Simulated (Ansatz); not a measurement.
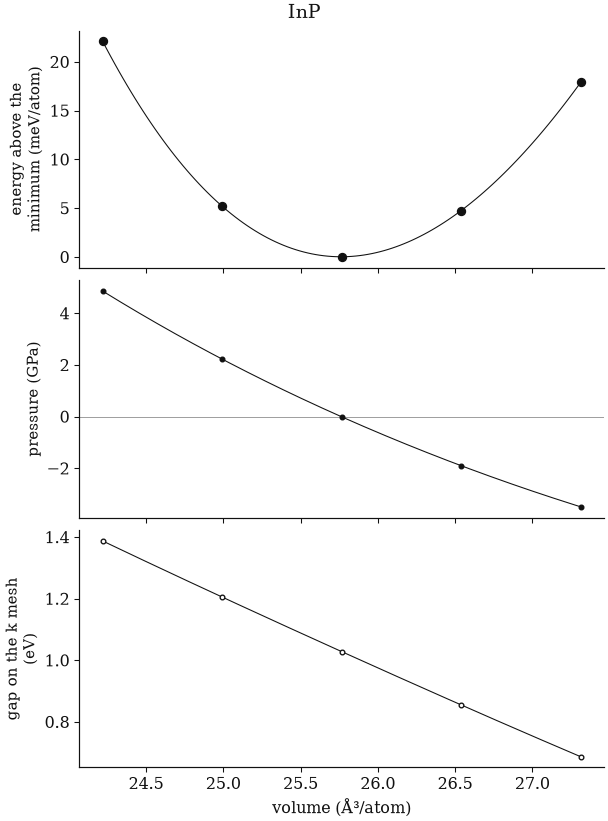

The figure shows the energy above the minimum, pressure and gap on the k mesh against volume for InP, space group F-43m (No. 216).

Cell as given: a = 4.177 Å, b = 4.177 Å, c = 4.177 Å, α = 60.00°, β = 60.00°, γ = 60.00°; 2 atoms.

How it was computed, with Ansatz 0.2.0: third-order Birch-Murnaghan fit to density functional energies at scaled volumes of the given relaxed cell, shape and atoms relaxed at each volume; energies count from the fitted minimum; plane waves with PAW datasets, Γ-centred k mesh. Level: r2SCAN, no spin polarisation.

| setting | value |
| --- | --- |
| wave cutoff | 500 eV |
| k mesh | 8×8×8 |
| occupations | Gaussian |
| smearing width | 0.02 eV |

The numbers behind the figure:

```json
{"volume (Å³/atom)": "24.220", "energy above the minimum (meV/atom)": "22.1", "pressure (GPa)": "4.85", "gap on the k mesh (eV)": "1.387"}
{"volume (Å³/atom)": "24.993", "energy above the minimum (meV/atom)": "5.2", "pressure (GPa)": "2.22", "gap on the k mesh (eV)": "1.205"}
{"volume (Å³/atom)": "25.766", "energy above the minimum (meV/atom)": "0.0", "pressure (GPa)": "-0.01", "gap on the k mesh (eV)": "1.028"}
{"volume (Å³/atom)": "26.539", "energy above the minimum (meV/atom)": "4.7", "pressure (GPa)": "-1.90", "gap on the k mesh (eV)": "0.855"}
{"volume (Å³/atom)": "27.312", "energy above the minimum (meV/atom)": "17.9", "pressure (GPa)": "-3.49", "gap on the k mesh (eV)": "0.687"}
```

Note: a crossing between the sampled k points may be missed.
